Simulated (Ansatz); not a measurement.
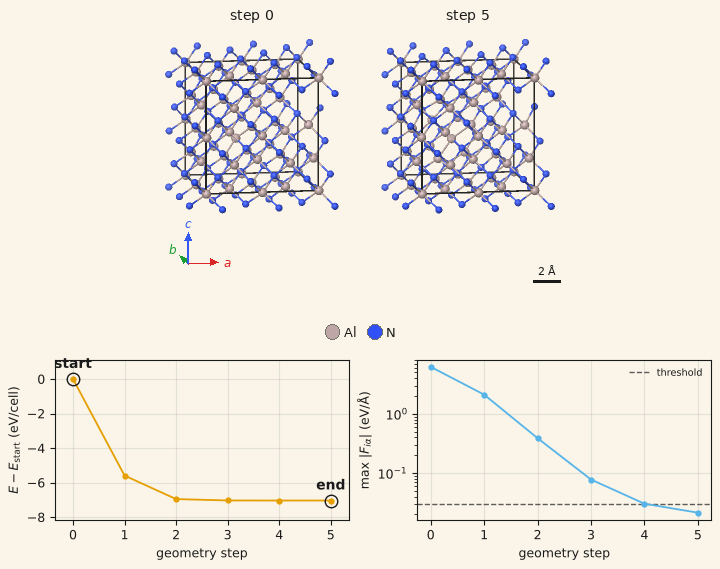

First and last geometry of a relaxation of a defect cell of composition Al₃₃N₃₁ (cell charge −2), with the history of the run. A ball-and-stick model of the cell of the calculation (origin shifted), seen slightly off an axis.

All numbers below come from DFT, PBEsol, PAW, plane waves (Ansatz 0.2.0). (plane-wave cutoff 420 eV; k-point mesh 1 × 1 × 1; mesh shifted by (0.25, 0.25, 0.25); no spin polarisation; atoms relaxed in a fixed cell; force threshold 0.03 eV/Å; at most 80 steps)

**Read the history and describe the run.**

It converged. The energy falls by 7.037 eV per cell of the calculation in 5 geometry steps. The largest force component goes from 6.2 to 0.021 eV/Å. The largest move is that of an Al atom, 0.35 Å along [1 −1 1]. By element the largest moves are Al 0.35 Å, N 0.18 Å. The cell doesn't change. Among the contacts that change: Al–Al 1.867 → 2.224 Å, Al–Al 1.965 → 2.224 Å, Al–N 1.955 → 1.850 Å, Al–N 1.919 → 1.839 Å. Among the angles between lasting bonds that change: Al–N–Al 112.8° → 101.2°, N–Al–N 107.4° → 118.2°, N–Al–N 107.8° → 118.2°.

```csv
step,"E − E(0), meV/atom","largest force component, eV/Å"
0,0.00,6.1999
1,-87.37,2.1058
2,-108.65,0.3873
3,-109.89,0.0776
4,-109.95,0.0303
5,-109.95,0.0214
```

Limits of the set-up: the cell is charged, on a uniform background, and energies carry no finite-size correction.
